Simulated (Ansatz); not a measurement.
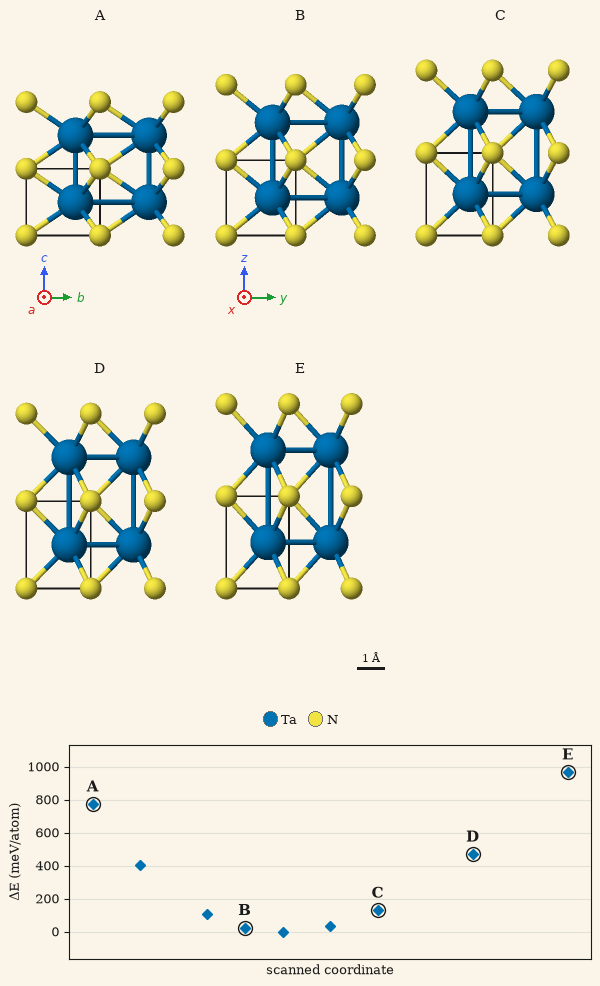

Frames of a one-coordinate scan of a crystal of TaN (P-6m2). x, y and z are the Cartesian axes of the input. A ball-and-stick model of the cell of the calculation, repeated 3 × 2 × 2 with one cell outlined, seen along the a axis.

These are results of Ansatz, DFT PBEsol, scalar-relativistic, plane waves, PAW, not measurements. Settings: plane-wave cutoff 420 eV; k-point mesh 24 × 24 × 24; occupations gaussian; smearing width 0.15 eV; no spin polarisation. Energies (free energies at the smearing named) are counted from the relaxed crystal.

What is being scanned?

Answer. The ratio of the cell's length along z to its lengths across, counted as 1 for the reference, is changed at fixed volume (a c/a path), with the atoms kept at their fractional coordinates. In the frames the relative ratio is 0.80 (A), 0.96 (B), 1.10 (C), 1.20 (D), 1.30 (E). Of the computed points the lowest is at the relative ratio 1.00, 0 meV/atom. At the ends of the scan the energy is 774 meV/atom (0.80) and 968 meV/atom (1.30). The distortion keeps the space group P-6m2. At the relative ratio 1.30 the cell of the drawing goes a 2.924 → 2.679 Å, b 2.924 → 2.679 Å, c 2.871 → 3.419 Å.
